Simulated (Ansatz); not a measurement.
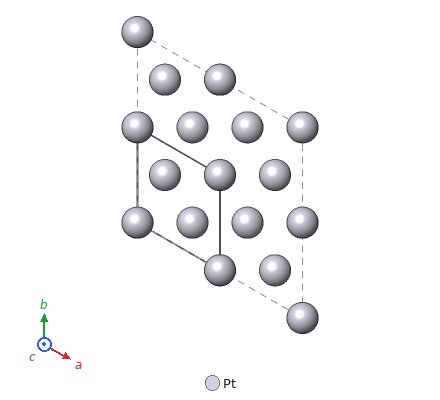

Pt (P6/mmm, No. 191): the end point of a relaxation with Ansatz, DFT, r2SCAN, plane waves (500 eV) with PAW, scalar-relativistic; the starting structure was generated, so it need not be a known form of this composition.

```
CELL_PARAMETERS angstrom
4.50078 0.00000 0.00000
-2.25039 3.89779 0.00000
0.00000 0.00000 2.68178
ATOMIC_POSITIONS crystal
Pt 0.00000 0.00000 0.00000
Pt 0.33333 0.66667 0.50000
Pt 0.66667 0.33333 0.50000
```

What will a Z-contrast image along [001] show? The image is simulated as a sum over atoms of Z^1.7, blurred by a 1.30 Å probe (no channelling). Shot noise was added.

The columns repeat on a hexagonal net with a repeat of 2.60 Å (plane group p6mm). All columns are alike (Pt). The shortest distance between visible columns is 2.60 Å in projection. Along the beam the structure repeats every 2.68 Å.

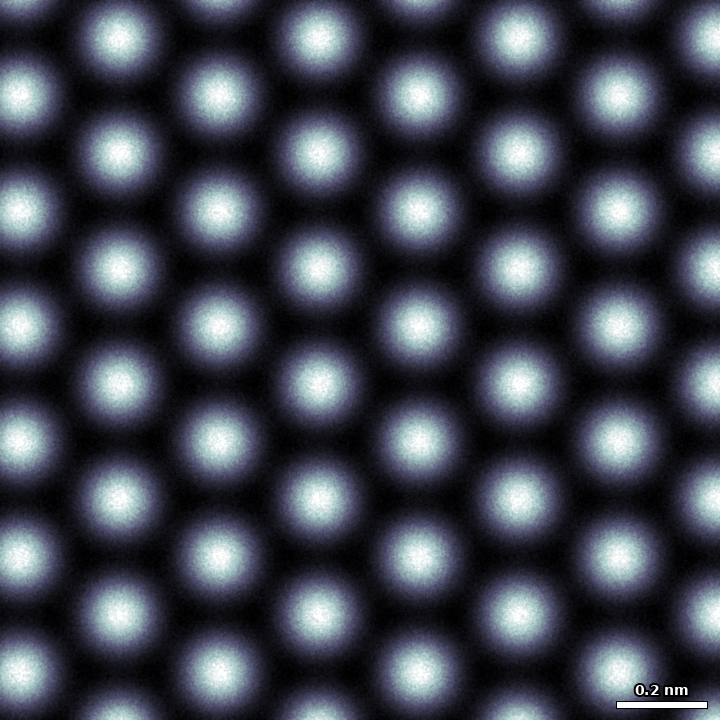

The simulated image.
